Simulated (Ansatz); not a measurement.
**Ti₁₆H₂O: geometry relaxation (part 1 of 3)**

- system: Ti₁₆H₂O (slab, 19 atoms in the cell)
- method: DFT PBE+D3(BJ), scalar-relativistic, plane waves, PAW, no spin polarisation (Ansatz 0.2.0)

The structure derives from an entry of the Crystallography Open Database. The input holds or restrains some coordinates. Forces given for the steps count only the free coordinates. It belongs to a series of runs on one base structure; here: 1 H2O a cell, donor, over a top Ti site.

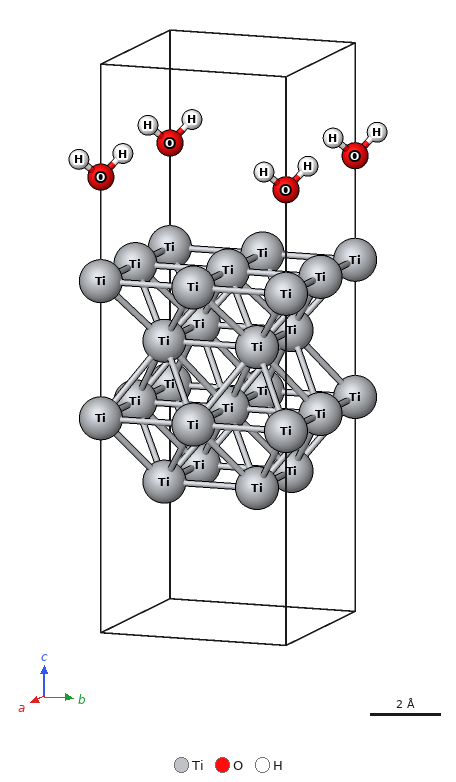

*The starting structure (ball-and-stick view of the cell of the calculation, with the vacuum cut short, seen slightly off an axis). An atom can appear more than once, as a periodic image.*

### Key numbers

- outcome: converged under the restraints of the input
- electrons treated: 200
- free energy: −40594.0482 eV
- work function, top face: 2.70 eV
- work function, bottom face: 4.12 eV
- Fermi energy: 2.686 eV
- gap on the k-point mesh: none (metallic)
- final volume: 804.19 Å³
- work function (upper face): 2.70 eV
- largest force (length of the vector) at the end, held atoms and coordinates included: 0.556 eV/Å
- hardware: 4 threads of Arm Neoverse V1, 24 GiB of memory available, shared host
- wall time: 8.6 min (CPU time 33 min)
- peak memory: 2.3 GiB

### Remarks

Warnings of the run: the exchange-correlation potential is rough where the density is thin.

### Input file
```yaml
crystal:
  lattice:
    - [5.7102790045, 0.0, 0.0]
    - [0.0, 5.7102790045, 0.0]
    - [0.0, 0.0, 24.6628655098]
  atoms:
    - { symbol: Ti, position: [0.25, 0.25, 0.3243743107] }
    - { symbol: Ti, position: [0.25, 0.75, 0.3243743107] }
    - { symbol: Ti, position: [0.75, 0.25, 0.3243743107] }
    - { symbol: Ti, position: [0.75, 0.75, 0.3243743107] }
    - { symbol: Ti, position: [0.5, 0.5, 0.4062337566] }
    - { symbol: Ti, position: [0.5, 0.0, 0.4062337566] }
    - { symbol: Ti, position: [0.0, 0.5, 0.4062337566] }
    - { symbol: Ti, position: [0.0, 0.0, 0.4062337566] }
    - { symbol: Ti, position: [0.75, 0.75, 0.4923200154] }
    - { symbol: Ti, position: [0.75, 0.25, 0.4923200154] }
    - { symbol: Ti, position: [0.25, 0.75, 0.4923200154] }
    - { symbol: Ti, position: [0.25, 0.25, 0.4923200154] }
    - { symbol: Ti, position: [0.0, 0.0, 0.5697402633] }
    - { symbol: Ti, position: [0.0, 0.5, 0.5697402633] }
    - { symbol: Ti, position: [0.5, 0.0, 0.5697402633] }
    - { symbol: Ti, position: [0.5, 0.5, 0.5697402633] }
    - { symbol: O, position: [0.0, 0.0, 0.6938134371] }
    - { symbol: H, position: [-0.113916198, 0.0763420872, 0.7183929005] }
    - { symbol: H, position: [0.113916198, -0.0763420872, 0.7183929005] }
basis:
  ecutwfc: 420
kpoints:
  mp_grid: { grid: [4, 4, 1] }
hamiltonian:
  xc: pbe
  dispersion: d3bj
scf:
  occupations: { method: gaussian, width: 0.1 }
output:
  forces: true
  eigenvalues: true
  write_density: true
  write_potential: true
  elf: true
  volumetric_format: npy
relax:
  adjacent_minimum: "off"
  f_tol: 0.04
  max_steps: 100
  constraints: [{ sites: [0, 1, 2, 3, 4, 5, 6, 7] }]
efield:
  axis: 3
  dipole_correction: true
  ramp_width: 0.04
```

Launched with:
```bash
ansatz run input.yaml --threads 4 --pin off --max-ram 10240MiB --backend cpu --events-out ev --progress --plain --runs-dir out
```

### The program's output
```
Engine: ansatz 0.2.0, aarch64-unknown-linux-gnu
Pseudopotentials: kind: paw
Pseudopotential: Ti, paw, valence charge 12, recommended cutoff 420 eV (normal), Ti.paw.azcp
Pseudopotential: O, paw, valence charge 6, recommended cutoff 420 eV (normal), O.paw.azcp
Pseudopotential: H, paw, valence charge 1, recommended cutoff 420 eV (normal), H.paw.azcp
Functional definition: PBE
  parameter kappa = 0.804
  parameter beta = 0.06672455060314922
  exchange = pbe_x(kappa = kappa, mu = beta*pi^2/3)
  correlation = pbe_c(beta = beta)
Crystal: 19 atoms, lattice volume = 804.189 Å³
Basis set: ecut = 420 eV, 15807 PW (Γ), exchange–correlation on 80×80×360 points (8 copies of the dense FFT grid, shifted against one another)
Bands: 120, of which v1, the nominal top of the filled ones, is band 100 counted from 1 (99 counted from 0)
Symmetry: 2 space group operations
Space group: P2 (ITA 3), of the structure as read, at distance tolerance 9.3e-5 Å
k-points: 10 of 16
Non-local potential: Ti, projectors of the file, l = 0: 3, l = 1: 2, l = 2: 3, l = 3: 1
Non-local potential: O, projectors of the file, l = 0: 2, l = 1: 2, l = 2: 1
Non-local potential: H, projectors of the file, l = 0: 2, l = 1: 1
PAW form: soft (Blöchl's): semilocal exchange-correlation on the pseudo side does not see the compensation charge
PAW one-centre angular grid: Ti, 590 points (default); XC on 64 Gauss nodes
PAW one-centre angular grid: O, 110 points (default); XC on 64 Gauss nodes
PAW one-centre angular grid: H, 110 points (default); XC on 64 Gauss nodes
Initial density: superposition of atomic densities (neutral atoms: chi_scale 0, normalization atom), corrected by the library's trained network
Initial wavefunctions: pseudopotential atomic-orbital guess
Functional: x = pbe(κ = 0.804, μ = 0.2195149727645171), c = pbe(β = 0.06672455060314922)
SCF iter   1: F=—  HF=-40593.582386 eV  |F-HF|=—  |Δ(HF+E_count)|=         —  Δρ=3.70e-3  dr2=4.30e-1  ethr=1.77e-3  p=0.161 e·Å  D=3.63e-2 V/Å  ΔV_dip=-0.90 eV  dr2_dipole=6.84e-2  V_vac-E_F(+/−)=2.91/3.81 eV  ⟨swp⟩=9.9  Hψ=5749  notcnv=0
efield: sawtooth ramp at fractional position 0.0014 (placed from the atoms, in the widest stretch of the axis that holds none; the zero of the levels goes with the place), width 0.0400; the density the first Hamiltonian is built on has a dipole p = 0.161 e·Å; the dipole correction subtracts the counter field D = 3.63e-2 V/Å, which shifts the + side's vacuum level by -0.90 eV against the − side's; the planar-averaged density in the ramp window peaks in size at 1.2e-4 e/Å³
preconditioner: auto → LDOS  [metal: Δε(μ)=0.028 eV  Ē_g=2.655 eV  σ=0.100 eV  W_gap=0.16  n_scr=120 (ndim 8)  ℏωp=11.0 eV  f_vac=0.556  D(μ)=42.51/eV (n_scr^D=388)  β→1.0]
SCF iter   2: F=—  HF=-40593.569903 eV  |F-HF|=—  |Δ(HF+E_count)|=   1.25e-2  Δρ=1.90e-3  dr2=6.38e-2  ethr=2.15e-4  p=0.245 e·Å  D=5.52e-2 V/Å  ΔV_dip=-1.36 eV  dr2_dipole=7.79e-4  V_vac-E_F(+/−)=2.66/4.02 eV  ⟨swp⟩=2.1  Hψ=1884  notcnv=0  defer=13
SCF iter   3: F=—  HF=-40593.580027 eV  |F-HF|=—  |Δ(HF+E_count)|=   1.01e-2  Δρ=1.16e-3  dr2=4.63e-2  ethr=3.19e-5  p=0.265 e·Å  D=5.96e-2 V/Å  ΔV_dip=-1.47 eV  dr2_dipole=7.92e-3  V_vac-E_F(+/−)=2.58/4.04 eV  ⟨swp⟩=2.5  Hψ=1582  notcnv=0  defer=13
SCF iter   4: F=—  HF=-40593.577537 eV  |F-HF|=—  |Δ(HF+E_count)|=   2.49e-3  Δρ=5.44e-4  dr2=1.78e-2  ethr=2.31e-5  p=0.271 e·Å  D=6.11e-2 V/Å  ΔV_dip=-1.51 eV  dr2_dipole=3.61e-3  V_vac-E_F(+/−)=2.56/4.07 eV  ⟨swp⟩=2.0  Hψ=1519  notcnv=0  defer=13
SCF iter   5: F=—  HF=-40593.578199 eV  |F-HF|=—  |Δ(HF+E_count)|=   6.62e-4  Δρ=3.66e-4  dr2=1.87e-3  ethr=8.88e-6  p=0.285 e·Å  D=6.41e-2 V/Å  ΔV_dip=-1.58 eV  dr2_dipole=3.51e-5  V_vac-E_F(+/−)=2.52/4.10 eV  ⟨swp⟩=2.0  Hψ=1576  notcnv=0  defer=6
SCF iter   6: F=—  HF=-40593.578105 eV  |F-HF|=—  |Δ(HF+E_count)|=   9.41e-5  Δρ=7.84e-5  dr2=1.36e-4  ethr=9.35e-7  p=0.285 e·Å  D=6.41e-2 V/Å  ΔV_dip=-1.58 eV  dr2_dipole=3.96e-6  V_vac-E_F(+/−)=2.52/4.10 eV  ⟨swp⟩=2.1  Hψ=1549  notcnv=0  defer=6
SCF iter   7: F=-40593.578147 eV  HF=-40593.578153 eV  |F-HF|=5.67e-6  |Δ(HF+E_count)|=   4.81e-5  Δρ=3.67e-5  dr2=3.08e-5  ethr=2.00e-8  p=0.285 e·Å  D=6.41e-2 V/Å  ΔV_dip=-1.58 eV  dr2_dipole=2.40e-9  V_vac-E_F(+/−)=2.52/4.10 eV  ⟨swp⟩=31.2  Hψ=12931  notcnv=0
SCF 1 converged in 7 iterations: F = -40593.578147 eV  dr2 = 3.08e-5
  Residual-converged pass: ⟨swp⟩=1.2  Hψ=1248  notcnv=0  max |occ|·‖R‖ = 6.9e-9 eV (tolerance 1.0e-8 eV)  dr2=3.08e-5  dr2_onsite=6.62e-7  max |Δocc| = 7.4e-11
  greatest PAW one-centre occupation: 0.999 electrons in one spin orbital (limit 2), on the Ti atom at site 10 (counted from 0), in its partial waves of l = 0
relax step   1: F+E_penalty+E_count = -40593.57814740 eV  Δ(F+E_penalty+E_count) = +0.000e0 eV  max|allowed force component| = 7.903e-1 eV/Å  Δτ_max = 0.0000 Å  (7 SCF iters, dr2 threshold 4.00e-5 eV, accepted)
Initial density: handed on by an earlier stage of this run
Initial wavefunctions: those handed on with the density
iter 1 solved again at ethr=7.18e-4 eV; its pass at ethr=3.10e-3 eV (dr2=1.44e0 eV) is discarded
SCF iter   1: F=—  HF=-40593.784459 eV  |F-HF|=—  |Δ(HF+E_count)|=         —  Δρ=1.06e-2  dr2=1.48e0  ethr=7.18e-4  p=0.285 e·Å  D=6.41e-2 V/Å  ΔV_dip=-1.58 eV  dr2_dipole=1.95e-2  V_vac-E_F(+/−)=2.51/4.09 eV  ⟨swp⟩=1.0  Hψ=4174  notcnv=0  defer=17
efield: sawtooth ramp at fractional position 0.0014 (handed on by an earlier solve), width 0.0400; the density the first Hamiltonian is built on has a dipole p = 0.285 e·Å; the dipole correction subtracts the counter field D = 6.41e-2 V/Å, which shifts the + side's vacuum level by -1.58 eV against the − side's; the planar-averaged density in the ramp window peaks in size at 7.8e-6 e/Å³
preconditioner: auto → LDOS  [metal: Δε(μ)=0.011 eV  Ē_g=2.677 eV  σ=0.100 eV  W_gap=0.06  n_scr=120 (ndim 8)  ℏωp=11.0 eV  f_vac=0.555  D(μ)=40.42/eV (n_scr^D=370)  β→1.0]
SCF iter   2: F=—  HF=-40593.747351 eV  |F-HF|=—  |Δ(HF+E_count)|=   3.71e-2  Δρ=3.17e-3  dr2=1.16e-1  ethr=7.18e-4  p=0.313 e·Å  D=7.04e-2 V/Å  ΔV_dip=-1.74 eV  dr2_dipole=1.58e-6  V_vac-E_F(+/−)=2.38/4.11 eV  ⟨swp⟩=3.0  Hψ=1964  notcnv=0  defer=17
SCF iter   3: F=—  HF=-40593.734539 eV  |F-HF|=—  |Δ(HF+E_count)|=   1.28e-2  Δρ=1.22e-3  dr2=5.53e-2  ethr=5.79e-5  p=0.303 e·Å  D=6.81e-2 V/Å  ΔV_dip=-1.68 eV  dr2_dipole=1.48e-2  V_vac-E_F(+/−)=2.43/4.11 eV  ⟨swp⟩=3.0  Hψ=2544  notcnv=0  defer=26
SCF iter   4: F=—  HF=-40593.734429 eV  |F-HF|=—  |Δ(HF+E_count)|=   1.10e-4  Δρ=6.41e-4  dr2=2.06e-2  ethr=2.76e-5  p=0.301 e·Å  D=6.78e-2 V/Å  ΔV_dip=-1.67 eV  dr2_dipole=5.59e-3  V_vac-E_F(+/−)=2.44/4.11 eV  ⟨swp⟩=2.0  Hψ=1400  notcnv=0  defer=26
SCF iter   5: F=—  HF=-40593.734011 eV  |F-HF|=—  |Δ(HF+E_count)|=   4.18e-4  Δρ=3.15e-4  dr2=3.04e-3  ethr=1.03e-5  p=0.301 e·Å  D=6.77e-2 V/Å  ΔV_dip=-1.67 eV  dr2_dipole=7.38e-4  V_vac-E_F(+/−)=2.45/4.12 eV  ⟨swp⟩=2.0  Hψ=1431  notcnv=0  defer=26
SCF iter   6: F=—  HF=-40593.733882 eV  |F-HF|=—  |Δ(HF+E_count)|=   1.29e-4  Δρ=7.27e-5  dr2=9.92e-5  ethr=1.52e-6  p=0.301 e·Å  D=6.77e-2 V/Å  ΔV_dip=-1.67 eV  dr2_dipole=1.32e-6  V_vac-E_F(+/−)=2.45/4.12 eV  ⟨swp⟩=2.3  Hψ=1935  notcnv=0  defer=26
SCF iter   7: F=-40593.733872 eV  HF=-40593.733890 eV  |F-HF|=1.79e-5  |Δ(HF+E_count)|=   8.06e-6  Δρ=2.69e-5  dr2=2.44e-5  ethr=1.95e-8  p=0.301 e·Å  D=6.77e-2 V/Å  ΔV_dip=-1.67 eV  dr2_dipole=2.73e-6  V_vac-E_F(+/−)=2.45/4.12 eV  ⟨swp⟩=34.3  Hψ=13526  notcnv=0
SCF 2 converged in 7 iterations: F = -40593.733872 eV  dr2 = 2.44e-5
relax step   2: F+E_penalty+E_count = -40593.73387230 eV  Δ(F+E_penalty+E_count) = -1.557e-1 eV  max|allowed force component| = 3.586e-1 eV/Å  Δτ_max = 0.1933 Å  (7 SCF iters, dr2 threshold 3.90e-5 eV, accepted)
[... from here on the SCF iterations and repeated set-up lines of each step are left out, up to the last step ...]
SCF 3 converged in 7 iterations: F = -40593.870324 eV  dr2 = 7.83e-6
relax step   3: F+E_penalty+E_count = -40593.87032385 eV  Δ(F+E_penalty+E_count) = -1.365e-1 eV  max|allowed force component| = 3.430e-1 eV/Å  Δτ_max = 0.1901 Å  (7 SCF iters, dr2 threshold 8.04e-6 eV, accepted)
SCF 4 converged in 7 iterations: F = -40593.961144 eV  dr2 = 2.21e-5
relax step   4: F+E_penalty+E_count = -40593.96114361 eV  Δ(F+E_penalty+E_count) = -9.082e-2 eV  max|allowed force component| = 4.062e-1 eV/Å  Δτ_max = 0.1951 Å  (7 SCF iters, dr2 threshold 2.42e-5 eV, accepted)
SCF 5 converged in 7 iterations: F = -40594.029626 eV  dr2 = 8.65e-5
relax step   5: F+E_penalty+E_count = -40594.02962594 eV  Δ(F+E_penalty+E_count) = -6.848e-2 eV  max|allowed force component| = 1.693e-1 eV/Å  Δτ_max = 0.1947 Å  (7 SCF iters, dr2 threshold 1.00e-4 eV, accepted)
SCF 6 converged in 8 iterations: F = -40594.038083 eV  dr2 = 2.30e-6
relax step   6: F+E_penalty+E_count = -40594.03808307 eV  Δ(F+E_penalty+E_count) = -8.457e-3 eV  max|allowed force component| = 6.124e-1 eV/Å  Δτ_max = 0.1023 Å  (8 SCF iters, dr2 threshold 4.98e-6 eV, accepted)
SCF 7 converged in 5 iterations: F = -40594.044276 eV  dr2 = 3.22e-5
relax step   7: F+E_penalty+E_count = -40594.04427594 eV  Δ(F+E_penalty+E_count) = -6.193e-3 eV  max|allowed force component| = 2.051e-2 eV/Å  Δτ_max = 0.0611 Å  (5 SCF iters, dr2 threshold 6.52e-5 eV, accepted)
SCF 8 converged in 5 iterations: F = -40594.044303 eV  dr2 = 5.39e-8
relax step   8: F+E_penalty+E_count = -40594.04430261 eV  Δ(F+E_penalty+E_count) = -2.667e-5 eV  max|allowed force component| = 1.988e-2 eV/Å  Δτ_max = 0.0000 Å  (5 SCF iters, accepted)
SCF 9 converged in 9 iterations: F = -40594.038483 eV  dr2 = 3.26e-8
relax step   9: F+E_penalty+E_count = -40594.03848330 eV  Δ(F+E_penalty+E_count) = +5.819e-3 eV  max|allowed force component| = 5.595e-1 eV/Å  Δτ_max = 0.1382 Å  (9 SCF iters, rejected (line search))
SCF 10 converged in 9 iterations: F = -40594.045067 eV  dr2 = 2.57e-8
relax step  10: F+E_penalty+E_count = -40594.04506727 eV  Δ(F+E_penalty+E_count) = -7.647e-4 eV  max|allowed force component| = 1.225e-1 eV/Å  Δτ_max = 0.0684 Å  (9 SCF iters, accepted)
SCF 11 converged in 5 iterations: F = -40594.045364 eV  dr2 = 8.90e-6
relax step  11: F+E_penalty+E_count = -40594.04536423 eV  Δ(F+E_penalty+E_count) = -2.970e-4 eV  max|allowed force component| = 2.268e-1 eV/Å  Δτ_max = 0.0800 Å  (5 SCF iters, dr2 threshold 1.41e-5 eV, accepted)
SCF 12 converged in 4 iterations: F = -40594.047227 eV  dr2 = 3.75e-5
relax step  12: F+E_penalty+E_count = -40594.04722719 eV  Δ(F+E_penalty+E_count) = -1.863e-3 eV  max|allowed force component| = 1.291e-1 eV/Å  Δτ_max = 0.0792 Å  (4 SCF iters, dr2 threshold 5.15e-5 eV, accepted)
SCF 13 converged in 5 iterations: F = -40594.048229 eV  dr2 = 1.63e-6
relax step  13: F+E_penalty+E_count = -40594.04822950 eV  Δ(F+E_penalty+E_count) = -1.002e-3 eV  max|allowed force component| = 4.966e-3 eV/Å  Δτ_max = 0.0359 Å  (5 SCF iters, dr2 threshold 5.40e-6 eV, accepted)
iter 1 solved again at ethr=8.39e-10 eV; its pass at ethr=3.10e-3 eV (dr2=1.68e-6 eV) is discarded
SCF iter   1: F=—  HF=-40594.048748 eV  |F-HF|=—  |Δ(HF+E_count)|=         —  Δρ=1.03e-5  dr2=1.67e-6  ethr=8.39e-10  p=0.256 e·Å  D=5.76e-2 V/Å  ΔV_dip=-1.42 eV  dr2_dipole=1.38e-7  V_vac-E_F(+/−)=2.70/4.12 eV  ⟨swp⟩=2.0  Hψ=2850  notcnv=0
efield: sawtooth ramp at fractional position 0.0014 (handed on by an earlier solve), width 0.0400; the density the first Hamiltonian is built on has a dipole p = 0.256 e·Å; the dipole correction subtracts the counter field D = 5.76e-2 V/Å, which shifts the + side's vacuum level by -1.42 eV against the − side's; the planar-averaged density in the ramp window peaks in size at 8.3e-6 e/Å³
preconditioner: auto → LDOS  [metal: Δε(μ)=0.004 eV  Ē_g=2.800 eV  σ=0.100 eV  W_gap=0.03  n_scr=120 (ndim 8)  ℏωp=11.0 eV  f_vac=0.558  D(μ)=39.58/eV (n_scr^D=346)  β→1.0]
SCF iter   2: F=—  HF=-40594.048230 eV  |F-HF|=—  |Δ(HF+E_count)|=   5.18e-4  Δρ=7.33e-6  dr2=6.51e-7  ethr=8.37e-10  p=0.256 e·Å  D=5.76e-2 V/Å  ΔV_dip=-1.42 eV  dr2_dipole=1.17e-9  V_vac-E_F(+/−)=2.70/4.12 eV  ⟨swp⟩=3.0  Hψ=2385  notcnv=0
SCF iter   3: F=—  HF=-40594.048231 eV  |F-HF|=—  |Δ(HF+E_count)|=   1.52e-7  Δρ=3.99e-6  dr2=2.64e-7  ethr=3.25e-10  p=0.256 e·Å  D=5.76e-2 V/Å  ΔV_dip=-1.42 eV  dr2_dipole=2.82e-8  V_vac-E_F(+/−)=2.70/4.12 eV  ⟨swp⟩=2.0  Hψ=2017  notcnv=0
SCF iter   4: F=-40594.048231 eV  HF=-40594.048231 eV  |F-HF|=8.84e-9  |Δ(HF+E_count)|=   2.89e-8  Δρ=1.33e-6  dr2=2.02e-8  ethr=5.00e-11  p=0.256 e·Å  D=5.76e-2 V/Å  ΔV_dip=-1.42 eV  dr2_dipole=2.43e-10  V_vac-E_F(+/−)=2.70/4.12 eV  ⟨swp⟩=10.8  Hψ=8532  notcnv=0
SCF 14 converged in 4 iterations: F = -40594.048231 eV  dr2 = 2.02e-8
relax step  14: F+E_penalty+E_count = -40594.04823058 eV  Δ(F+E_penalty+E_count) = -1.083e-6 eV  max|allowed force component| = 5.192e-3 eV/Å  Δτ_max = 0.0000 Å  (4 SCF iters, accepted)
```

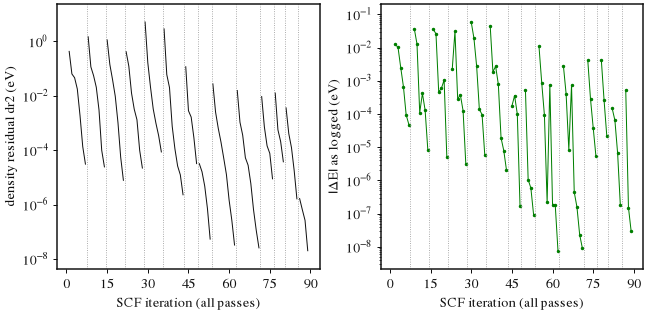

*Convergence of the self-consistent field: density residual dr2 and size of the energy change against the SCF iteration. The dotted lines part the SCF passes of the relaxation: geometry steps, rejected trials and re-solves on a re-selected basis.*

The 14 passes take 4 to 9 iterations each, 89 in all.

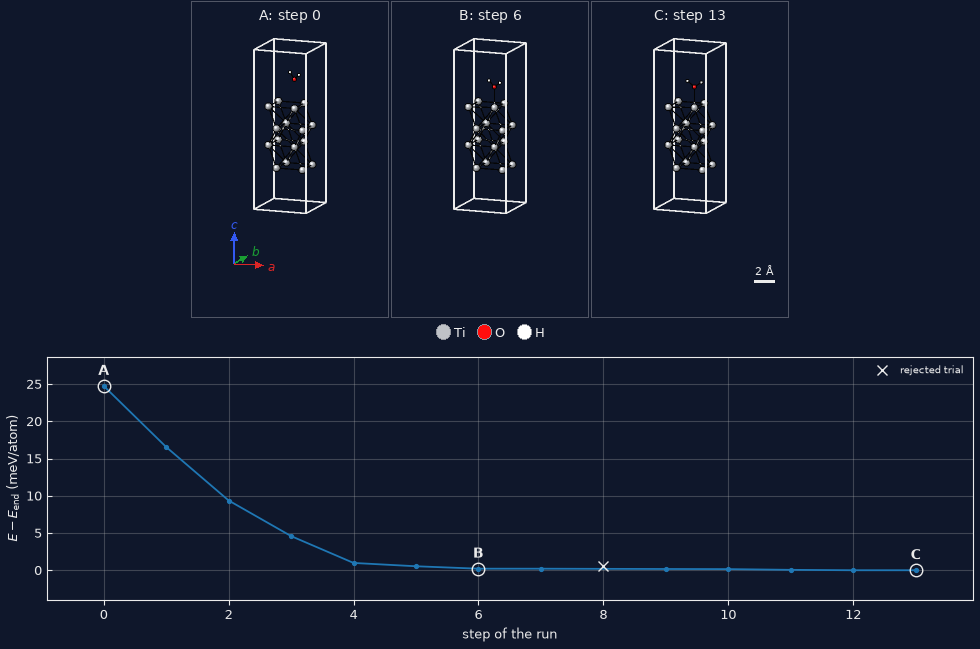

*Frames of the restrained relaxation (ball-and-stick view of the cell of the calculation, with the vacuum cut short (origin shifted), seen slightly off an axis) above the curves, on which the letters mark them (the first geometry is step 0 here and step 1 in the log).*

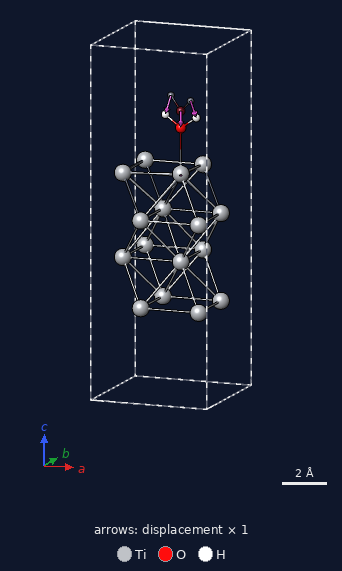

*Start (faint) and end (solid) with the displacements as pink arrows, at true length (ball-and-stick view of the cell of the calculation, with the vacuum cut short (origin shifted), seen slightly off an axis).*

The largest moves, 0.92 Å, are those of H18 and H19. Largest moves by element: H 0.92 Å, O 0.79 Å, Ti 0.10 Å. The cell stays as it was. Distances before and after: Ti13–O17 3.060 → 2.169 Å, Ti10–Ti13 2.779 → 2.861 Å, Ti10–Ti15 2.779 → 2.748 Å, O17–H18 0.990 → 0.976 Å. New bonds form: Ti13–O17 (3.06 → 2.17 Å). Among the angles that change: H18–O17–H19 104.5° → 111.5°. After 13 geometry steps the energy has fallen by 24.7 meV per atom. The largest force component goes from 0.79 to 0.0052 eV/Å. The line search rejected the trial step at point 8 (counted from 0) and went back. (Atoms are counted from 1 in the order of the input.)
